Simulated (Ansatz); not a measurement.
Consider Ag.

Input file:

```
crystal:
  lattice:
    - [2.167067823, 2.167067823, 0.0]
    - [-2.0504194354, 2.0504194354, 0.0]
    - [0.0, 0.0, 4.1008388707]
  atoms:
    - { symbol: Ag, position: [0.0, 0.0, 0.0] }
    - { symbol: Ag, position: [0.5, 0.5, 0.5] }
basis:
  ecutwfc: 420
kpoints:
  mp_grid: { grid: [18, 18, 12] }
hamiltonian:
  xc: pbe
scf:
  occupations: { method: gaussian, width: 0.1 }
output:
  forces: true
  stress: true
  eigenvalues: true
  write_density: true
  write_potential: true
  elf: true
  volumetric_format: npy
relax:
  adjacent_minimum: "off"
  f_tol: 0.008
  max_steps: 40
  cell: { stress_tol: 0.015, fix: [a, angles] }
```

Run with:

```sh
ansatz run input.yaml --threads 1 --pin off --max-ram 2560MiB --backend cpu --events-out ev --progress --plain --runs-dir out
```

Below, planes, directions and counts refer to the conventional cell (a = 2.95 Å, b = 3.06 Å, c = 3.99 Å, α = 90.00°, β = 90.00°, γ = 90.00°).

The fields are those of the run's last geometry, not of the input's.

Space group Immm; a structure from a database of computed crystals, not necessarily the ambient phase; changed on purpose from its base cell (uniaxial strain along a, b, c and atoms relaxed: +4.5 %).

Computed with DFT PBE, scalar-relativistic, plane waves, PAW (Ansatz 0.2.0).

Predict the valence pseudo-density and electron localisation function between the atoms.

Answer. Ag–Ag (2.92 Å): ρ is about 0.2 e/Å³ halfway; the ELF is about 0.15 at the midpoint: no shared electron pair shows on this line.
Ag–Ag (3.06 Å): ρ at the midpoint is about 0.17 e/Å³; the ELF is about 0.15 at the midpoint (no localised pair shows between them).

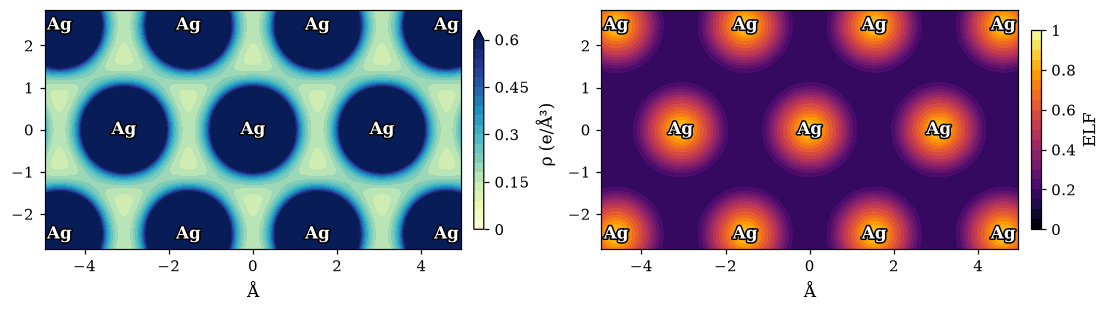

Computed valence pseudo-density and electron localisation function on the (101) plane of the conventional cell, in this order. 

The density is the valence pseudo-density of a PAW calculation; it isn't the true density close to the nuclei.
